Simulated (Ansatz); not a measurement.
**Single-point calculation of W3Si2**

The run: single-point calculation of W3Si2 (P4/mbm, 10 atoms in the cell). Method and program: DFT PBE, scalar-relativistic, plane waves, PAW, no spin polarisation (Ansatz 0.2.0).

The structure derives from a Materials Project entry.

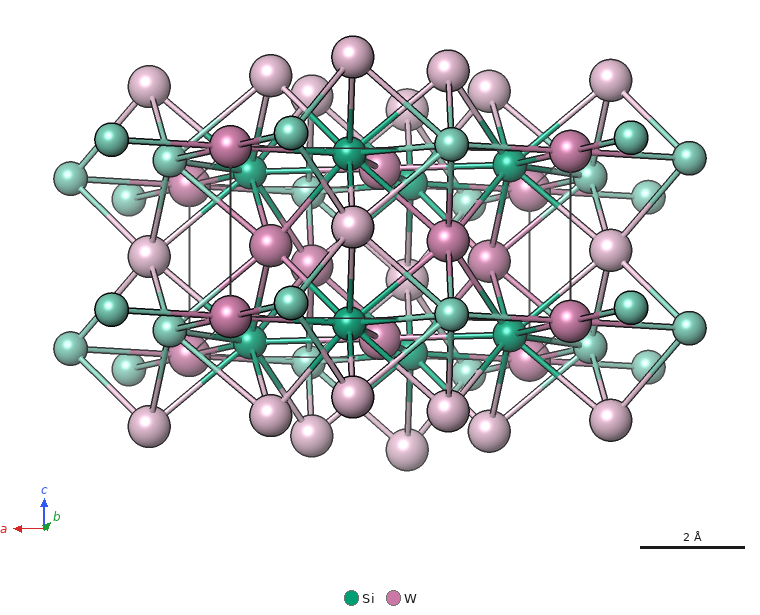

The structure as given in the input (ball-and-stick view of the cell of the calculation, seen at an oblique angle; neighbours outside the cell are drawn fainter). An atom can appear more than once, as a periodic image. Near neighbours in the periodic cell (some may lie outside the picture): Si has 1 Si at 2.52 Å and 8 W at 2.55 to 2.58 Å; W has 4 Si at 2.58 Å; W has 6 Si at 2.55 to 2.56 Å.

Input:
```yaml
crystal:
  lattice:
    - [6.6300342967, 0.0, 0.0]
    - [0.0, 6.6300342967, 0.0]
    - [0.0, 0.0, 3.3123213826]
  atoms:
    - { symbol: Si, position: [0.1342329886, 0.6342329886, 0.0] }
    - { symbol: Si, position: [0.8657670114, 0.3657670114, 0.0] }
    - { symbol: Si, position: [0.6342329886, 0.8657670114, 0.0] }
    - { symbol: Si, position: [0.3657670114, 0.1342329886, 0.0] }
    - { symbol: W, position: [0.5, 0.5, 0.0] }
    - { symbol: W, position: [0.0, 0.0, 0.0] }
    - { symbol: W, position: [0.6595119696, 0.1595119696, 0.5] }
    - { symbol: W, position: [0.3404880304, 0.8404880304, 0.5] }
    - { symbol: W, position: [0.1595119696, 0.3404880304, 0.5] }
    - { symbol: W, position: [0.8404880304, 0.6595119696, 0.5] }
basis:
  ecutwfc: 420
kpoints:
  mp_grid: { grid: [6, 6, 12] }
hamiltonian:
  xc: pbe
scf:
  occupations: { method: gaussian, width: 0.15 }
output:
  forces: true
  stress: true
  eigenvalues: true
  write_density: true
  write_potential: true
  elf: true
  volumetric_format: npy
```

Command:
```bash
ansatz run input.yaml --threads 2 --pin off --max-ram 5120MiB --backend cpu --events-out ev --progress --plain --runs-dir out
```

Output:
```
Engine: ansatz 0.2.0, x86_64-unknown-linux-gnu
Pseudopotentials: kind: paw
Pseudopotential: Si, paw, valence charge 4, recommended cutoff 420 eV (normal), Si.paw.azcp
Pseudopotential: W, paw, valence charge 14, recommended cutoff 420 eV (normal), W.paw.azcp
Functional definition: PBE
  parameter kappa = 0.804
  parameter beta = 0.06672455060314922
  exchange = pbe_x(kappa = kappa, mu = beta*pi^2/3)
  correlation = pbe_c(beta = beta)
Crystal: 10 atoms, lattice volume = 145.601 Å³
Basis set: ecut = 420 eV, 2875 PW (Γ), exchange–correlation on 90×90×48 points (8 copies of the dense FFT grid, shifted against one another)
Bands: 60, of which v1, the nominal top of the filled ones, is band 50 counted from 1 (49 counted from 0)
Symmetry: 16 space group operations
Space group: P4/mbm (ITA 127), of the structure as read, at distance tolerance 5.3e-5 Å
k-points: 70 of 432
Non-local potential: Si, projectors of the file, l = 0: 2, l = 1: 2, l = 2: 2
Non-local potential: W, projectors of the file, l = 0: 3, l = 1: 2, l = 2: 2, l = 3: 1
PAW form: soft (Blöchl's): semilocal exchange-correlation on the pseudo side does not see the compensation charge
PAW one-centre angular grid: Si, 110 points (default); XC on 64 Gauss nodes
PAW one-centre angular grid: W, 590 points (default); XC on 64 Gauss nodes
Initial density: superposition of atomic densities (neutral atoms: chi_scale 0, normalization atom), corrected by the library's trained network
Initial wavefunctions: pseudopotential atomic-orbital guess
Functional: x = pbe(κ = 0.804, μ = 0.2195149727645171), c = pbe(β = 0.06672455060314922)
SCF iter   1: F=—  HF=-64852.081790 eV  |F-HF|=—  |Δ(HF+E_count)|=         —  Δρ=8.25e-3  dr2=1.12e-1  ethr=1.77e-3  ⟨swp⟩=6.0  Hψ=16304  notcnv=0
preconditioner: auto → Kerker (q_TF=auto, 2.563 Å⁻¹)  [metal: Δε(μ)=0.013 eV  Ē_g=5.829 eV  σ=0.150 eV  W_gap=0.05  n_scr=38 (ndim 8)  ℏωp=22.2 eV  f_vac=0.000  D(μ)=5.49/eV (n_scr^D=38)]
SCF iter   2: F=—  HF=-64852.064996 eV  |F-HF|=—  |Δ(HF+E_count)|=   1.68e-2  Δρ=4.41e-3  dr2=2.85e-2  ethr=1.12e-4  ⟨swp⟩=1.2  Hψ=4843  notcnv=0  defer=1
SCF iter   3: F=—  HF=-64852.060335 eV  |F-HF|=—  |Δ(HF+E_count)|=   4.66e-3  Δρ=5.79e-4  dr2=4.95e-4  ethr=2.85e-5  ⟨swp⟩=2.0  Hψ=5087  notcnv=0  defer=1
SCF iter   4: F=—  HF=-64852.060326 eV  |F-HF|=—  |Δ(HF+E_count)|=   8.73e-6  Δρ=1.72e-4  dr2=6.10e-5  ethr=4.95e-7  ⟨swp⟩=2.0  Hψ=5765  notcnv=0  defer=1
SCF iter   5: F=—  HF=-64852.060305 eV  |F-HF|=—  |Δ(HF+E_count)|=   2.07e-5  Δρ=3.26e-5  dr2=2.37e-6  ethr=6.10e-8  ⟨swp⟩=2.0  Hψ=5692  notcnv=0  defer=2
SCF iter   6: F=-64852.060305 eV  HF=-64852.060305 eV  |F-HF|=5.08e-8  |Δ(HF+E_count)|=   5.19e-7  Δρ=7.19e-6  dr2=9.86e-8  ethr=1.00e-10  ⟨swp⟩=13.8  Hψ=31990  notcnv=0
SCF 1 converged in 6 iterations: F = -64852.060305 eV  dr2 = 9.86e-8
  greatest PAW one-centre occupation: 1.000 electrons in one spin orbital (limit 2), on the W atom at site 5 (counted from 0), in its partial waves of l = 0
```

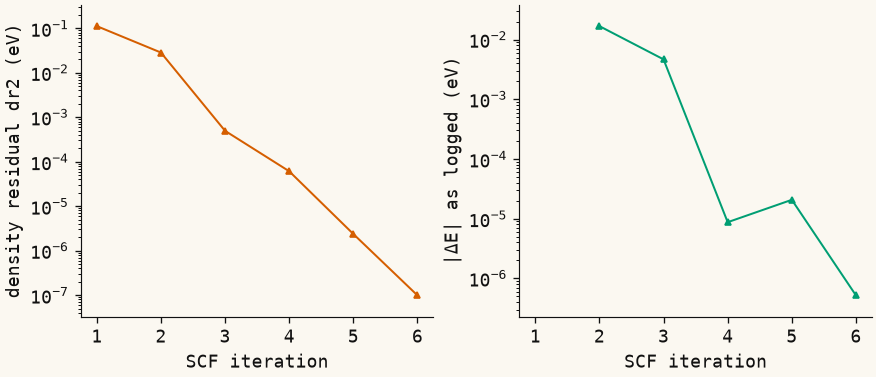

Convergence of the self-consistent field: density residual dr2 and size of the energy change against the SCF iteration. The residual falls at every step.

```
SCF converged after 6 iterations
Free energy (F): -64852.060305 eV
Harris-Foulkes:  -64852.060305 eV  (|F-HF|=5.08e-8)
Internal energy: -64851.995605 eV  (E = F + TS)
E sigma→0 (E₀):  -64852.027955 eV
Entropy (-TS):   -0.064699 eV (-6.470 meV/atom)
Fermi energy:    19.260042 eV
--- Per-component energies (eV) ---
  E_band       = -585.510853
  E_kinetic    = 2887.292567
  E_local      = -4600.650799  (includes V_loc(G=0)·N_el)
  E_nonlocal   = 108.092227
  E_hartree    = 1707.656994
  E_xc         = -1831.421869
  E_vxc        = -1632.072159  (∫ρ·V_xc dr)
  E_paw        = -53428.479423  (= ΣΔE_a)
  E_vpaw       = -763.489302  (= ΣTr[D̂ρ^β])
  E_aug_tail   = -0.000347  (compensation charges beyond the density's cutoff)
  E_ewald      = -9694.484955
  E_smearing   = -0.064699  (= −TS)
  E_closure    = -0.000000  (closes the sum)
  Σ components = -64852.060305   (vs F -64852.060305, Δ=0.00e0)
--- Forces (eV/Å), atoms counted from 1 ---
  atom   1  Si     0.00914265     0.00914265     0.00000000
  atom   2  Si    -0.00914265    -0.00914265     0.00000000
  atom   3  Si     0.00914265    -0.00914265     0.00000000
  atom   4  Si    -0.00914265     0.00914265     0.00000000
  atom   5  W      0.00000000    -0.00000000     0.00000000
  atom   6  W      0.00000000     0.00000000     0.00000000
  atom   7  W      0.01641918     0.01641918     0.00000000
  atom   8  W     -0.01641918    -0.01641918     0.00000000
  atom   9  W      0.01641918    -0.01641918     0.00000000
  atom  10  W     -0.01641918     0.01641918     0.00000000
  max |Σ_I F_I| component: 2.08e-17 eV/Å
--- Stress (GPa, compression-positive) ---
       -0.070863       0.000000       0.000000
        0.000000      -0.070863       0.000000
        0.000000       0.000000       0.119185
  P = ⅓ Tr σ = -0.0075 GPa (-0.075 kbar)
--- Band table (eV; the first three rows and the last of 70) ---
  k-point 0: bands = ["-55.0347", "-55.0285", "-55.0203", "-55.0203", "-54.7461", "-54.7435", "-19.5153", "-19.4588", "-19.4588", "-19.4416", "-19.3369", "-19.3082", "-19.2801", "-19.2767", "-19.2767", "-19.2640", "-19.2640", "-19.2473", "-18.9956", "-18.9956", "-18.9598", "-18.9142", "-18.8747", "-18.8747", "6.2337", "8.5875", "9.8745", "9.8745", "11.7792", "12.9188", "13.3227", "13.4590", "13.4590", "14.4135", "14.5176", "15.2814", "15.4441", "15.9740", "15.9740", "16.1487", "16.1487", "16.5199", "17.0942", "17.1959", "17.5787", "18.1322", "18.4081", "18.4081", "18.7017", "19.1418", "19.1418", "19.3765", "20.0367", "20.0957", "20.0957", "20.3875", "20.4500", "20.5644", "20.7395", "20.8111"]
  k-point 1: bands = ["-55.0342", "-55.0282", "-55.0200", "-55.0200", "-54.7458", "-54.7434", "-19.5136", "-19.4510", "-19.4510", "-19.4421", "-19.3445", "-19.3194", "-19.2948", "-19.2948", "-19.2908", "-19.2624", "-19.2624", "-19.2462", "-18.9871", "-18.9871", "-18.9559", "-18.9252", "-18.8813", "-18.8813", "6.3508", "8.6134", "9.9535", "9.9535", "11.8661", "12.9193", "13.3375", "13.5486", "13.5486", "14.4580", "14.4661", "15.1050", "15.5935", "15.6637", "15.6637", "16.2404", "16.2404", "16.3582", "16.4186", "17.2456", "18.0369", "18.3979", "18.3979", "18.4462", "18.8442", "18.8442", "18.8623", "19.7681", "19.8827", "20.0147", "20.0147", "20.2575", "20.4915", "20.6184", "20.7458", "20.7895"]
  k-point 2: bands = ["-55.0329", "-55.0273", "-55.0191", "-55.0191", "-54.7450", "-54.7431", "-19.5089", "-19.4438", "-19.4288", "-19.4288", "-19.3650", "-19.3492", "-19.3405", "-19.3405", "-19.3199", "-19.2568", "-19.2568", "-19.2434", "-18.9683", "-18.9683", "-18.9548", "-18.9459", "-18.9004", "-18.9004", "6.6936", "8.6696", "10.1763", "10.1763", "12.1366", "12.8839", "13.3048", "13.7811", "13.7811", "14.2016", "14.6074", "14.8751", "15.1874", "15.1874", "15.8001", "15.8781", "16.1862", "16.1862", "16.3787", "16.6825", "18.2460", "18.2460", "18.2703", "18.2703", "18.8463", "19.1363", "19.2742", "19.7301", "19.8160", "19.8160", "19.8728", "20.1336", "20.6122", "20.6467", "20.9453", "20.9453"]
  k-point 69: bands = ["-55.0255", "-55.0255", "-55.0156", "-55.0156", "-54.7417", "-54.7417", "-19.5291", "-19.5291", "-19.4566", "-19.4566", "-19.4178", "-19.4178", "-19.4111", "-19.4111", "-19.2625", "-19.2625", "-19.2357", "-19.2357", "-19.0095", "-19.0095", "-18.9741", "-18.9741", "-18.9256", "-18.9256", "9.2606", "9.2606", "10.2471", "10.2471", "11.9652", "11.9652", "13.8336", "13.8336", "14.2756", "14.2756", "14.5286", "14.5286", "15.1522", "15.1522", "15.2494", "15.2494", "15.9520", "15.9520", "16.1217", "16.1217", "16.2063", "16.2063", "19.0444", "19.0444", "20.2450", "20.2450", "20.5691", "20.5691", "20.6748", "20.6748", "20.9826", "20.9826", "21.3261", "21.3261", "21.3760", "21.3760"]
```

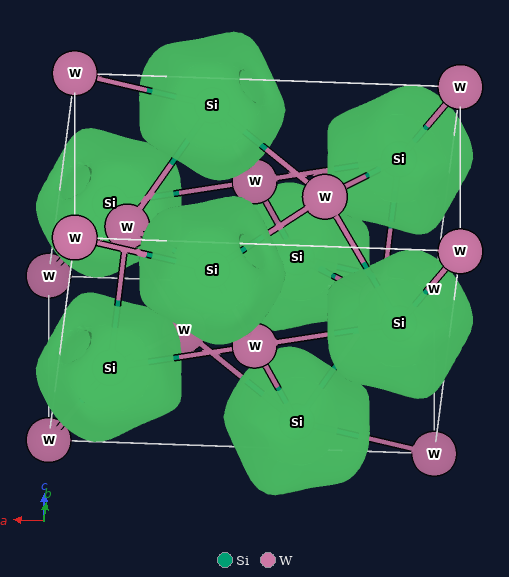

Isosurface of the ELF at 0.55 (green), seen at an oblique angle. Core shells and regions of very low density are left out. Sticks mark near contacts. The outline is the cell set on symmetry axes. Values along the shortest contacts: Si–Si (2.52 Å): the ELF is about 0.50 at the midpoint. Si–W (2.55 Å): the ELF is about 0.40 at the midpoint. Core electrons are frozen (PAW), so the fields are smoothed inside the atomic spheres.

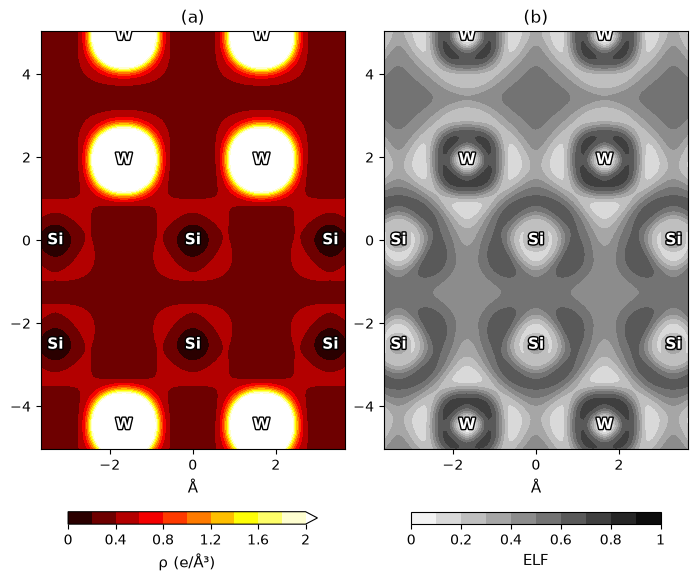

(a) valence electron density; (b) ELF on the (11̄0) plane of the conventional cell. Atoms in the plane: Si and W. Si–Si (2.52 Å): ρ at the midpoint is about 0.37 e/Å³, a local maximum along the line; the ELF is about 0.50 at the midpoint. Si–W (2.55 Å): the density is about 0.44 e/Å³ at the midpoint; the ELF is about 0.40 at the midpoint. Away from the nuclei the density in this plane falls to 0.21 e/Å³ at its lowest. The strong features right at W lie inside the PAW spheres (semicore, d or f shells) and say nothing about bonding.

Key numbers:

```json
{"quantity": "outcome", "value": "converged"}
{"quantity": "space group (tolerance 0.01 Å)", "value": "P4/mbm (127)"}
{"quantity": "electrons treated", "value": "100"}
{"quantity": "free energy", "value": "−64852.0603 eV"}
{"quantity": "Fermi energy", "value": "19.260 eV"}
{"quantity": "gap on the k-point mesh", "value": "none (metallic)"}
{"quantity": "pressure", "value": "−0.01 GPa"}
{"quantity": "largest force (length of the vector)", "value": "0.023 eV/Å"}
{"quantity": "hardware", "value": "2 threads of Intel Xeon @ 2.50GHz (Skylake/Cascade Lake), 189 GiB of memory available, shared host"}
{"quantity": "wall time", "value": "43 s (CPU time 82 s)"}
{"quantity": "peak memory", "value": "0.72 GiB"}
```

Notes:

Spin–orbit coupling is left out, which matters for W.
